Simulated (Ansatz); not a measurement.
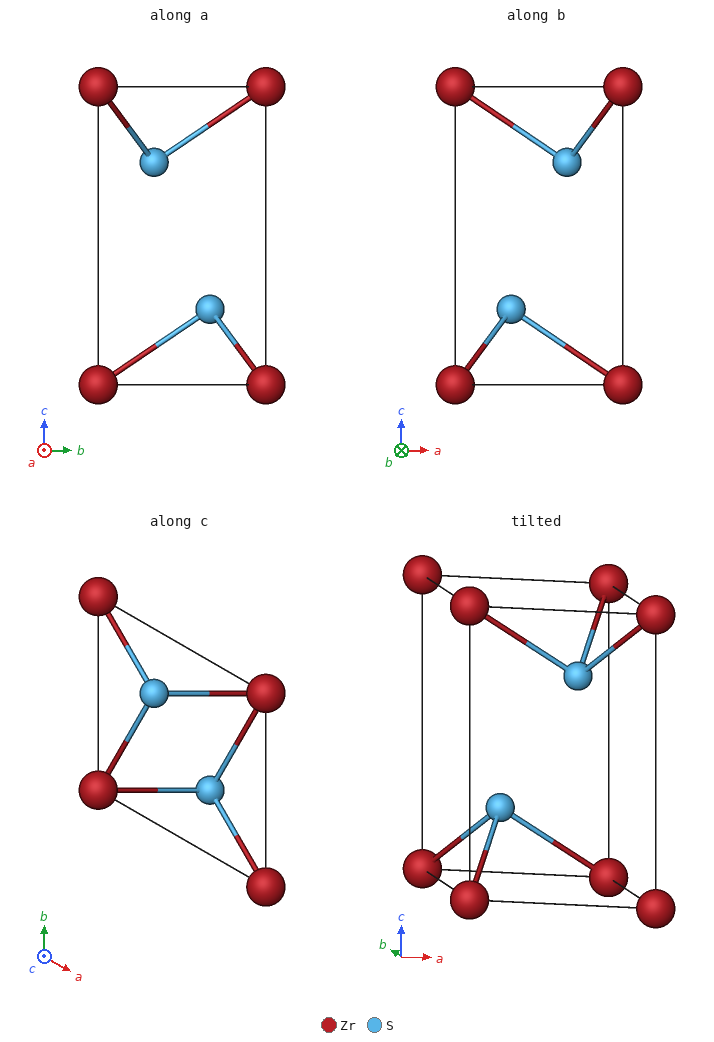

The image is a ball-and-stick drawing of a crystal, viewed along the a axis, along the b axis, along the c axis and slightly off an axis. The edges of the conventional unit cell are marked.

Lattice parameters: a = 3.6744 Å, b = 3.6744 Å, c = 5.6589 Å, α = 90.000°, β = 90.000°, γ = 120.000°.

Write the structure as a CIF in P1 with every atom of the cell, with free fractional coordinates to two decimals.

Answer.
```cif
data_structure
_symmetry_space_group_name_H-M 'P 1'
_symmetry_Int_Tables_number 1
_cell_length_a 3.6744
_cell_length_b 3.6744
_cell_length_c 5.6589
_cell_angle_alpha 90.000
_cell_angle_beta 90.000
_cell_angle_gamma 120.000
_cell_volume 66.17
loop_
_atom_site_label
_atom_site_type_symbol
_atom_site_fract_x
_atom_site_fract_y
_atom_site_fract_z
_atom_site_occupancy
Zr1 Zr 0.00 0.00 0.00 1
S1 S 0.3333 0.6667 0.25 1
S2 S 0.6667 0.3333 0.75 1
```

The cell started as a structure type filled with these elements by a generator (whether the compound takes this form wasn't checked). The cell was then strained or its atoms displaced on purpose. Ansatz was used for an electronic-structure calculation on it.
